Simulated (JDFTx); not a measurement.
## CuAu: geometry relaxation (part 3 of 3)

The same run, continued: CuAu (P4/mmm, 2 atoms in the cell); Kohn-Sham DFT of a periodic cell, PBE, SG15-PBE-1.2, no spin polarisation (JDFTx 1.7.0 (patched build)); cutoff 1360.57 eV, 4×4×4 k-mesh, fermi-dirac of 0.05 eV. The structure derives from an entry of the Crystallography Open Database.

Geometry of the input (Å; fractional positions):
```
2.8107  0.0000  0.0000
0.0000  2.8107  0.0000
0.0000  0.0000  3.6850
Au 0.0000  0.0000  0.0000
Cu 0.5000  0.5000  0.5000
```

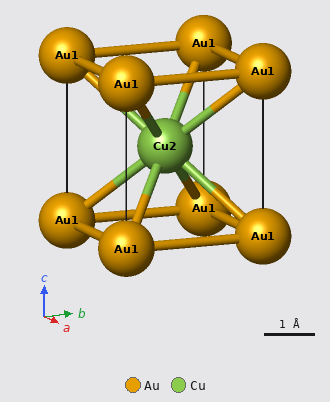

Fig. 1: The geometry at step 5 of the log (ball-and-stick view of the cell of the calculation, seen slightly off an axis; atoms are numbered from 1 in the order of the input).

## Output, continued
```
-------- Electronic minimization -----------
Will mix electronic density at each iteration.
	FillingsUpdate:  mu: +0.643502081  nElectrons: 38.000000
	FillingsUpdate:  mu: +0.864899523  nElectrons: 38.000000
SCF: Cycle:  0   F: -319.086900895338999   dF: -4.657e-01   |Residual|: 1.182e+00   |deigs|: 4.253e-02
	FillingsUpdate:  mu: +0.728682235  nElectrons: 38.000000
SCF: Cycle:  1   F: -319.672872032671535   dF: -5.860e-01   |Residual|: 5.109e-01   |deigs|: 2.111e-01
	FillingsUpdate:  mu: +0.722572716  nElectrons: 38.000000
[... 11 further cycles ...]
SCF: Cycle: 13   F: -319.974343760134673   dF: -4.666e-10   |Residual|: 1.498e-06   |deigs|: 3.028e-06
	FillingsUpdate:  mu: +0.730416101  nElectrons: 38.000000
SCF: Cycle: 14   F: -319.974343760278032   dF: -1.434e-10   |Residual|: 1.476e-06   |deigs|: 1.754e-06
SCF: Converged (|Delta E|<1.000000e-09 for 2 iters).

Setting wave functions to eigenvectors of Hamiltonian
# Lattice vectors:
R =
[      5.71795            0            0  ]
[            0      5.71795            0  ]
[            0            0       5.8617  ]
unit cell volume = 191.648

# Strain tensor in Cartesian coordinates:
[    0.0765132            0            0  ]
[            0    0.0765132            0  ]
[            0            0    -0.158242  ]

# Stress tensor in Cartesian coordinates [Eh/a0^3]:
[ -0.000261339            0            0  ]
[            0 -0.000261339            0  ]
[            0            0 -0.000219718  ]

# Ionic positions in lattice coordinates:
ion Au   0.000000000000000   0.000000000000000   0.000000000000000 1
ion Cu   0.500000000000000   0.500000000000000   0.500000000000000 1

# Forces in Cartesian coordinates:
force Au  -0.000000000000000   0.000000000000000   0.000000000000000 1
force Cu  -0.000000000000000  -0.000000000000000   0.000000000000000 1

# Energy components:
   Eewald =     -227.8652659412129537
       EH =       81.8701797063915251
     Eloc =     -208.4769258364851794
      Enl =      -60.8712206279730736
      Exc =      -30.1485899194530909
       KE =      125.5176363155814840
-------------------------------------
     Etot =     -319.9741863031513276
       TS =        0.0001574571267028
-------------------------------------
        F =     -319.9743437602780318

LatticeMinimize: Iter:   7  F: -319.974343760278032  |grad|_K:  1.417e-02  alpha:  1.000e+00  linmin:  5.196e-01

-------- Electronic minimization -----------
Will mix electronic density at each iteration.
	FillingsUpdate:  mu: +0.730416101  nElectrons: 38.000000
	FillingsUpdate:  mu: +0.652595741  nElectrons: 38.000000
SCF: Cycle:  0   F: -319.828375839052228   dF: +3.600e-03   |Residual|: 4.814e-01   |deigs|: 4.969e-03
	FillingsUpdate:  mu: +0.705377356  nElectrons: 38.000000
SCF: Cycle:  1   F: -319.939356766969411   dF: -1.110e-01   |Residual|: 1.789e-01   |deigs|: 9.457e-02
	FillingsUpdate:  mu: +0.687442760  nElectrons: 38.000000
[... 10 further cycles ...]
SCF: Cycle: 12   F: -319.975402638803018   dF: -4.017e-10   |Residual|: 4.825e-06   |deigs|: 1.096e-06
	FillingsUpdate:  mu: +0.689269722  nElectrons: 38.000000
SCF: Cycle: 13   F: -319.975402638973776   dF: -1.708e-10   |Residual|: 1.878e-06   |deigs|: 2.446e-06
SCF: Converged (|Delta E|<1.000000e-09 for 2 iters).

Setting wave functions to eigenvectors of Hamiltonian
# Lattice vectors:
R =
[       5.8425            0            0  ]
[            0       5.8425            0  ]
[            0            0       5.8634  ]
unit cell volume = 200.146

# Strain tensor in Cartesian coordinates:
[    0.0999623            0            0  ]
[            0    0.0999623            0  ]
[            0            0    -0.157999  ]

# Stress tensor in Cartesian coordinates [Eh/a0^3]:
[ -1.06025e-06            0            0  ]
[            0 -1.06025e-06            0  ]
[            0            0  3.62145e-06  ]

# Ionic positions in lattice coordinates:
ion Au   0.000000000000000   0.000000000000000   0.000000000000000 1
ion Cu   0.500000000000000   0.500000000000000   0.500000000000000 1

# Forces in Cartesian coordinates:
force Au   0.000000000000000  -0.000000000000000   0.000000000000000 1
force Cu   0.000000000000000   0.000000000000000   0.000000000000000 1

# Energy components:
   Eewald =     -224.5957043496359802
       EH =       83.7982929862634478
     Eloc =     -213.6444315410575143
      Enl =      -60.8882083113890147
      Exc =      -30.1213165065394364
       KE =      125.4761618953243527
-------------------------------------
     Etot =     -319.9752058270340740
       TS =        0.0001968119397233
-------------------------------------
        F =     -319.9754026389737760

LatticeMinimize: Iter:   8  F: -319.975402638973776  |grad|_K:  1.349e-04  alpha:  1.000e+00  linmin: -3.738e-01

-------- Electronic minimization -----------
Will mix electronic density at each iteration.
	FillingsUpdate:  mu: +0.689269722  nElectrons: 38.000000
	FillingsUpdate:  mu: +0.689152749  nElectrons: 38.000000
SCF: Cycle:  0   F: -319.975388446463739   dF: -2.790e-04   |Residual|: 9.748e-03   |deigs|: 1.340e-05
	FillingsUpdate:  mu: +0.689245858  nElectrons: 38.000000
SCF: Cycle:  1   F: -319.975400145736103   dF: -1.170e-05   |Residual|: 3.990e-03   |deigs|: 3.236e-04
	FillingsUpdate:  mu: +0.689217907  nElectrons: 38.000000
[... 6 further cycles ...]
SCF: Cycle:  8   F: -319.975403392972225   dF: -4.000e-10   |Residual|: 2.737e-06   |deigs|: 1.194e-06
	FillingsUpdate:  mu: +0.689242493  nElectrons: 38.000000
SCF: Cycle:  9   F: -319.975403393127806   dF: -1.556e-10   |Residual|: 8.481e-07   |deigs|: 1.243e-06
SCF: Converged (|Delta E|<1.000000e-09 for 2 iters).

Setting wave functions to eigenvectors of Hamiltonian
# Lattice vectors:
R =
[      5.84564            0            0  ]
[            0      5.84564            0  ]
[            0            0      5.85737  ]
unit cell volume = 200.155

# Strain tensor in Cartesian coordinates:
[     0.100554            0            0  ]
[            0     0.100554            0  ]
[            0            0    -0.158863  ]

# Stress tensor in Cartesian coordinates [Eh/a0^3]:
[ -7.51864e-08            0            0  ]
[            0 -7.51864e-08            0  ]
[            0            0  2.45308e-06  ]

# Ionic positions in lattice coordinates:
ion Au   0.000000000000000   0.000000000000000   0.000000000000000 1
ion Cu   0.500000000000000   0.500000000000000   0.500000000000000 1

# Forces in Cartesian coordinates:
force Au   0.000000000000000   0.000000000000000   0.000000000000000 1
force Cu   0.000000000000000   0.000000000000000   0.000000000000000 1

# Energy components:
   Eewald =     -224.5921770259620871
       EH =       83.8003648100897891
     Eloc =     -213.6499995353005090
      Enl =      -60.8882201141610153
      Exc =      -30.1212859961868205
       KE =      125.4761119932263540
-------------------------------------
     Etot =     -319.9752058682943243
       TS =        0.0001975248334814
-------------------------------------
        F =     -319.9754033931278059

LatticeMinimize: Iter:   9  F: -319.975403393127806  |grad|_K:  8.454e-05  alpha:  1.000e+00  linmin: -8.287e-01

-------- Electronic minimization -----------
Will mix electronic density at each iteration.
	FillingsUpdate:  mu: +0.689242493  nElectrons: 38.000000
	FillingsUpdate:  mu: +0.692872692  nElectrons: 38.000000
SCF: Cycle:  0   F: -319.975092638359399   dF: -1.385e-03   |Residual|: 2.889e-02   |deigs|: 5.501e-05
	FillingsUpdate:  mu: +0.690369441  nElectrons: 38.000000
SCF: Cycle:  1   F: -319.975309412124489   dF: -2.168e-04   |Residual|: 1.190e-02   |deigs|: 3.880e-03
	FillingsUpdate:  mu: +0.691141702  nElectrons: 38.000000
[... 7 further cycles ...]
SCF: Cycle:  9   F: -319.975402201429688   dF: -3.538e-10   |Residual|: 3.623e-06   |deigs|: 1.974e-06
	FillingsUpdate:  mu: +0.690893286  nElectrons: 38.000000
SCF: Cycle: 10   F: -319.975402201581915   dF: -1.522e-10   |Residual|: 2.121e-06   |deigs|: 2.002e-06
SCF: Converged (|Delta E|<1.000000e-09 for 2 iters).

Setting wave functions to eigenvectors of Hamiltonian
LatticeMinimize: 	Wolfe criterion not satisfied: alpha: 1  (E-E0)/|gdotd0|: 0.808271  gdotd/gdotd0: -2.66768 (taking cubic step)

-------- Electronic minimization -----------
Will mix electronic density at each iteration.
	FillingsUpdate:  mu: +0.690893286  nElectrons: 38.000000
	FillingsUpdate:  mu: +0.688278969  nElectrons: 38.000000
SCF: Cycle:  0   F: -319.975247191386302   dF: -7.135e-04   |Residual|: 2.063e-02   |deigs|: 2.822e-05
	FillingsUpdate:  mu: +0.690095542  nElectrons: 38.000000
SCF: Cycle:  1   F: -319.975357555091477   dF: -1.104e-04   |Residual|: 8.482e-03   |deigs|: 2.767e-03
	FillingsUpdate:  mu: +0.689558534  nElectrons: 38.000000
[... 6 further cycles ...]
SCF: Cycle:  8   F: -319.975403604906035   dF: -6.589e-10   |Residual|: 3.858e-06   |deigs|: 1.557e-06
	FillingsUpdate:  mu: +0.689717443  nElectrons: 38.000000
SCF: Cycle:  9   F: -319.975403605119709   dF: -2.137e-10   |Residual|: 2.486e-06   |deigs|: 8.050e-07
SCF: Converged (|Delta E|<1.000000e-09 for 2 iters).

Setting wave functions to eigenvectors of Hamiltonian
# Lattice vectors:
R =
[      5.84667            0            0  ]
[            0      5.84667            0  ]
[            0            0      5.85246  ]
unit cell volume = 200.057

# Strain tensor in Cartesian coordinates:
[     0.100746            0            0  ]
[            0     0.100746            0  ]
[            0            0     -0.15957  ]

# Stress tensor in Cartesian coordinates [Eh/a0^3]:
[ -2.18178e-06            0            0  ]
[            0 -2.18178e-06            0  ]
[            0            0  -8.7098e-07  ]

# Ionic positions in lattice coordinates:
ion Au   0.000000000000000   0.000000000000000   0.000000000000000 1
ion Cu   0.500000000000000   0.500000000000000   0.500000000000000 1

# Forces in Cartesian coordinates:
force Au  -0.000000000000000  -0.000000000000000   0.000000000000000 1
force Cu  -0.000000000000000   0.000000000000000   0.000000000000000 1

# Energy components:
   Eewald =     -224.6288729689005379
       EH =       83.7784849975840302
     Eloc =     -213.5917325204154054
      Enl =      -60.8880151858981762
      Exc =      -30.1215755630765969
       KE =      125.4765054013443262
-------------------------------------
     Etot =     -319.9752058393622747
       TS =        0.0001977657574300
-------------------------------------
        F =     -319.9754036051197090

LatticeMinimize: Iter:  10  F: -319.975403605119709  |grad|_K:  1.103e-04  alpha:  2.811e-01  linmin: -1.402e-02
LatticeMinimize: Converged (|Delta F|<1.000000e-06 for 2 iters).

Dumping 'run.eigStats' ...
	eMin: -3.443265 at state 0 ( [ +0.000000 +0.000000 +0.000000 ] spin 0 )
	HOMO: +0.668986 at state 15 ( [ +0.500000 +0.500000 +0.000000 ] spin 0 )
	mu  : +0.689717
	LUMO: +0.693986 at state 11 ( [ +0.250000 +0.250000 +0.500000 ] spin 0 )
	eMax: +1.408378 at state 0 ( [ +0.000000 +0.000000 +0.000000 ] spin 0 )
	HOMO-LUMO gap: +0.025000
	Optical gap  : +0.078504 at state 11 ( [ +0.250000 +0.250000 +0.500000 ] spin 0 )
Done!
```

## Trajectory as extended XYZ (Å, eV, eV/Å), 11 frames, from step=0 to step=10
```
2
Lattice="2.8108 0.0000 0.0000 0.0000 2.8108 0.0000 0.0000 0.0000 3.6850" Properties=species:S:1:pos:R:3:forces:R:3 step=0 energy=-8706.84845
Au    0.0000    0.0000    0.0000    0.0000   0.0000   0.0000
Cu    1.4054    1.4054    1.8425    0.0000   0.0000   0.0000
2
Lattice="2.8216 0.0000 0.0000 0.0000 2.8216 0.0000 0.0000 0.0000 3.6900" Properties=species:S:1:pos:R:3:forces:R:3 step=1 energy=-8706.85682
Au    0.0000    0.0000    0.0000    0.0000   0.0000   0.0000
Cu    1.4108    1.4108    1.8450    0.0000   0.0000   0.0000
2
Lattice="2.8496 0.0000 0.0000 0.0000 2.8496 0.0000 0.0000 0.0000 3.6961" Properties=species:S:1:pos:R:3:forces:R:3 step=2 energy=-8706.86785
Au    0.0000    0.0000    0.0000    0.0000   0.0000   0.0000
Cu    1.4248    1.4248    1.8481    0.0000   0.0000   0.0000
2
Lattice="2.8579 0.0000 0.0000 0.0000 2.8579 0.0000 0.0000 0.0000 3.6791" Properties=species:S:1:pos:R:3:forces:R:3 step=3 energy=-8706.87074
Au    0.0000    0.0000    0.0000    0.0000   0.0000   0.0000
Cu    1.4290    1.4290    1.8396    0.0000   0.0000   0.0000
2
Lattice="2.8793 0.0000 0.0000 0.0000 2.8793 0.0000 0.0000 0.0000 3.6167" Properties=species:S:1:pos:R:3:forces:R:3 step=4 energy=-8706.87657
Au    0.0000    0.0000    0.0000    0.0000   0.0000   0.0000
Cu    1.4397    1.4397    1.8084    0.0000   0.0000   0.0000
2
Lattice="3.0189 0.0000 0.0000 0.0000 3.0189 0.0000 0.0000 0.0000 3.4168" Properties=species:S:1:pos:R:3:forces:R:3 step=5 energy=-8706.91919
Au    0.0000    0.0000    0.0000    0.0000   0.0000   0.0000
Cu    1.5095    1.5095    1.7084    0.0000   0.0000   0.0000
2
Lattice="3.0276 0.0000 0.0000 0.0000 3.0276 0.0000 0.0000 0.0000 3.3847" Properties=species:S:1:pos:R:3:forces:R:3 step=6 energy=-8706.92723
Au    0.0000    0.0000    0.0000    0.0000   0.0000   0.0000
Cu    1.5138    1.5138    1.6924    0.0000   0.0000   0.0000
2
Lattice="3.0258 0.0000 0.0000 0.0000 3.0258 0.0000 0.0000 0.0000 3.1019" Properties=species:S:1:pos:R:3:forces:R:3 step=7 energy=-8706.94546
Au    0.0000    0.0000    0.0000    0.0000   0.0000   0.0000
Cu    1.5129    1.5129    1.5509    0.0000   0.0000   0.0000
2
Lattice="3.0917 0.0000 0.0000 0.0000 3.0917 0.0000 0.0000 0.0000 3.1028" Properties=species:S:1:pos:R:3:forces:R:3 step=8 energy=-8706.97427
Au    0.0000    0.0000    0.0000    0.0000   0.0000   0.0000
Cu    1.5459    1.5459    1.5514    0.0000   0.0000   0.0000
2
Lattice="3.0934 0.0000 0.0000 0.0000 3.0934 0.0000 0.0000 0.0000 3.0996" Properties=species:S:1:pos:R:3:forces:R:3 step=9 energy=-8706.97429
Au    0.0000    0.0000    0.0000    0.0000   0.0000   0.0000
Cu    1.5467    1.5467    1.5498    0.0000   0.0000   0.0000
2
Lattice="3.0939 0.0000 0.0000 0.0000 3.0939 0.0000 0.0000 0.0000 3.0970" Properties=species:S:1:pos:R:3:forces:R:3 step=10 energy=-8706.97430
Au    0.0000    0.0000    0.0000    0.0000   0.0000   0.0000
Cu    1.5470    1.5470    1.5485    0.0000   0.0000   0.0000
```

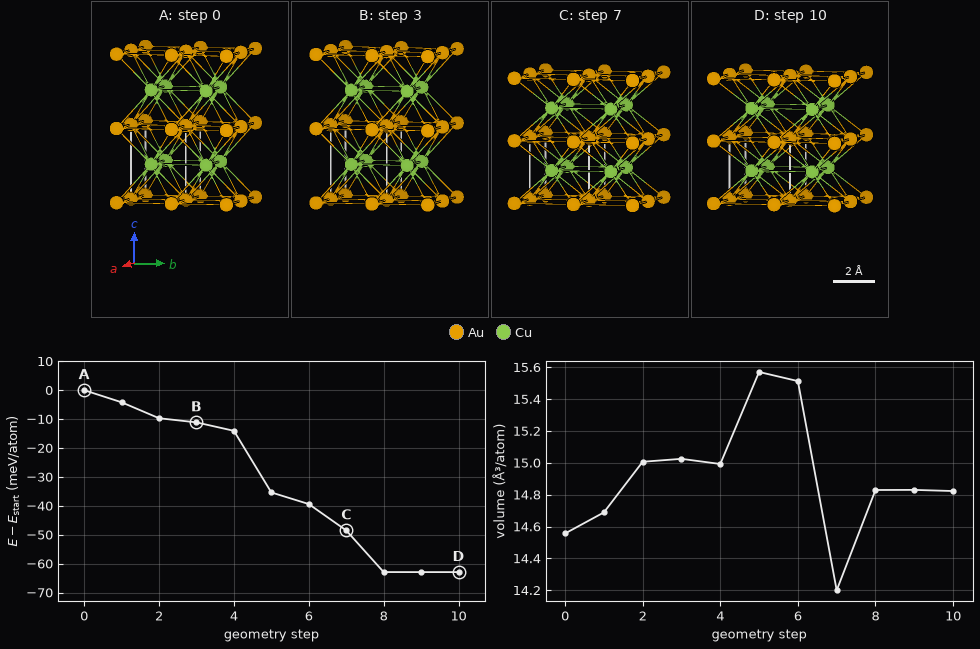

Fig. 2: Frames of the relaxation (ball-and-stick view of the cell of the calculation, repeated 2 × 2 × 2, seen at an oblique angle) above the curves, on which the letters mark them (steps are counted from 0).

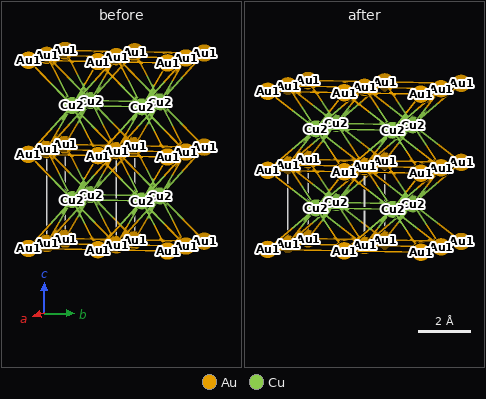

Fig. 3: Before (left) and after (right) the relaxation, at one scale (ball-and-stick view of the cell of the calculation, repeated 2 × 2 × 2, seen at an oblique angle). No atom moves by more than 0.005 Å relative to the cell. The volume changes by +1.8 %, with a = b 2.811 → 3.094 Å (+10.1 %), c 3.685 → 3.097 Å (−16.0 %). Distances before and after: Au1–Au1 2.811 → 3.094 Å, Cu2–Cu2 2.811 → 3.094 Å, Au1–Cu2 2.710 → 2.680 Å. The space group (tolerance 0.01 Å) goes from P4/mmm (No. 123) to Pm-3m (No. 221). The energy falls by 62.9 meV per atom in 10 geometry steps. All forces vanish by symmetry, so only the cell relaxes. (Atoms are counted from 1 in the order of the input.)

## Results in brief

```tsv
quantity	value
outcome	converged
space group (tolerance 0.01 Å)	P4/mmm (123) → Pm-3m (221)
electrons treated	38
free energy	−8706.9743 eV
Fermi energy	18.768 eV
gap on the k-point mesh	none (metallic)
pressure	0.05 GPa
final volume	29.65 Å³
largest force (length of the vector) at the end	under 0.001 eV/Å
final cell	a = 3.094 Å, b = 3.094 Å, c = 3.097 Å, α = 90.00°, β = 90.00°, γ = 90.00°
hardware	1 thread of Arm Neoverse V2, 24 GiB of memory available, shared host
wall time	9.7 min
peak memory	0.12 GiB
```

## Remarks

Points of doubt noted for this run: coarse mesh. Spin–orbit coupling is left out, which matters for Au. The k-point mesh is coarse for a cell of this size, so the results may not be converged.
